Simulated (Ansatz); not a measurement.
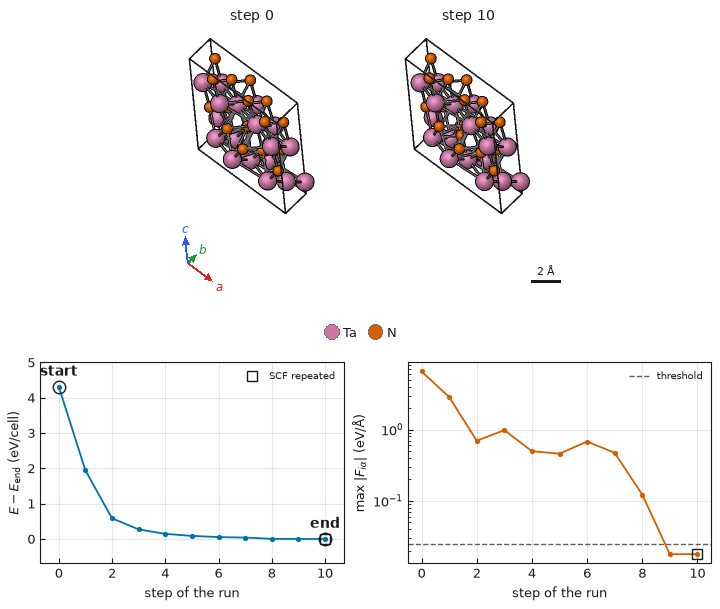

First and last geometry of a relaxation of a defect cell of composition Ta$_{16}$N$_{17}$, with the history of the run. A ball-and-stick model of the cell of the calculation (origin shifted), seen slightly off an axis.

Case: N interstitial, charge +0, atoms relaxed at the host's cell.

Method: DFT PBEsol, scalar-relativistic, plane waves, PAW (Ansatz).

The input:
```yaml
crystal:
  lattice:
    - [-7.2236643455, -2.5023507326, 0.0]
    - [-1.4447328691, 7.5070521979, 0.0]
    - [4.3341986073, -2.5023507326, -5.8607958146]
  atoms:
    - { symbol: Ta, position: [0.5, 0.5, 0.0] }
    - { symbol: Ta, position: [0.625, 0.875, 0.0] }
    - { symbol: Ta, position: [0.125, 0.375, 0.0] }
    - { symbol: Ta, position: [0.25, 0.75, 0.0] }
    - { symbol: Ta, position: [0.375, 0.125, 0.0] }
    - { symbol: Ta, position: [0.75, 0.25, 0.0] }
    - { symbol: Ta, position: [0.875, 0.625, 0.0] }
    - { symbol: Ta, position: [0.0, 0.0, 0.0] }
    - { symbol: Ta, position: [0.25, 0.25, 0.5] }
    - { symbol: Ta, position: [0.375, 0.625, 0.5] }
    - { symbol: Ta, position: [0.8856961526, 0.1350907137, 0.5024966906] }
    - { symbol: Ta, position: [0.0, 0.5, 0.5] }
    - { symbol: Ta, position: [0.125, 0.875, 0.5] }
    - { symbol: Ta, position: [0.4928094746, 0.0004317195, 0.4918908332] }
    - { symbol: Ta, position: [0.625, 0.375, 0.5] }
    - { symbol: Ta, position: [0.769398878, 0.7616801247, 0.5192329567] }
    - { symbol: "N", position: [0.5833333333, 0.3333333333, 0.75] }
    - { symbol: "N", position: [0.7083333333, 0.7083333333, 0.75] }
    - { symbol: "N", position: [0.2083333333, 0.2083333333, 0.75] }
    - { symbol: "N", position: [0.3333333333, 0.5833333333, 0.75] }
    - { symbol: "N", position: [0.4583333333, 0.9583333333, 0.75] }
    - { symbol: "N", position: [0.8333333333, 0.0833333333, 0.75] }
    - { symbol: "N", position: [0.9583333333, 0.4583333333, 0.75] }
    - { symbol: "N", position: [0.0833333333, 0.8333333333, 0.75] }
    - { symbol: "N", position: [0.1666666667, 0.9166666667, 0.25] }
    - { symbol: "N", position: [0.2916666667, 0.2916666667, 0.25] }
    - { symbol: "N", position: [0.8024626634, 0.7909795371, 0.2515026246] }
    - { symbol: "N", position: [0.9166666667, 0.1666666667, 0.25] }
    - { symbol: "N", position: [0.0416666667, 0.5416666667, 0.25] }
    - { symbol: "N", position: [0.4252923146, 0.6719142905, 0.2475156765] }
    - { symbol: "N", position: [0.5495851139, 0.0487919864, 0.2568657404] }
    - { symbol: "N", position: [0.6666666667, 0.4166666667, 0.25] }
    - { symbol: "N", position: [0.622351219, 0.8902582818, 0.3688510286] }
basis:
  ecutwfc: 420
  xc_grid: 2
kpoints:
  mp_grid: { grid: [5, 5, 5], shift: [0.0, 0.0, 0.0] }
hamiltonian:
  xc: pbesol
scf:
  occupations: { method: gaussian, width: 0.1 }
output:
  forces: true
  stress: false
  eigenvalues: true
relax:
  adjacent_minimum: "off"
  f_tol: 0.025
  max_steps: 45
```

Command:
```bash
ansatz run input.yaml --threads 4 --pin off --max-ram 10240MiB --backend cpu --events-out ev --progress --plain --runs-dir out
```

**Did the run converge, and what did it change?**

It converged. The atom that moves furthest is N33 (0.70 Å roughly along [−1 −1 −3]). By element the largest moves are N 0.70 Å, Ta 0.15 Å. The lattice vectors keep their values. Some distances before and after: Ta2–N33 2.804 → 2.182 Å, Ta1–N33 2.755 → 2.208 Å, Ta14–N33 1.717 → 2.206 Å, Ta4–N33 2.644 → 2.206 Å. Bond angles that change, for instance: Ta14–N33–Ta16 109.3° → 82.3°, Ta11–N33–Ta14 105.3° → 82.8°, Ta1–N33–Ta2 62.6° → 82.7°. Over 9 accepted moves (10 points after the start) the energy falls by 4.314 eV per cell of the calculation. The largest force component goes from 6.5 to 0.018 eV/Å. 1 step only repeated the SCF at the same geometry.

```csv
step,"E − E(0), meV/atom","largest force component, eV/Å",note
0,0.00,6.5223,
1,-71.89,2.8587,
2,-113.00,0.6968,
3,-122.48,0.9824,
4,-126.35,0.4977,
5,-128.07,0.4589,
6,-129.09,0.6799,
7,-129.52,0.4724,
8,-130.59,0.1224,
9,-130.72,0.0179,
10,-130.72,0.0179,"same geometry, SCF repeated"
```

Limits of the set-up: the cell has an odd number of electrons but was run without spin polarisation; the periodic images lie only 7.6 Å apart, so the values are limited by the cell's size.
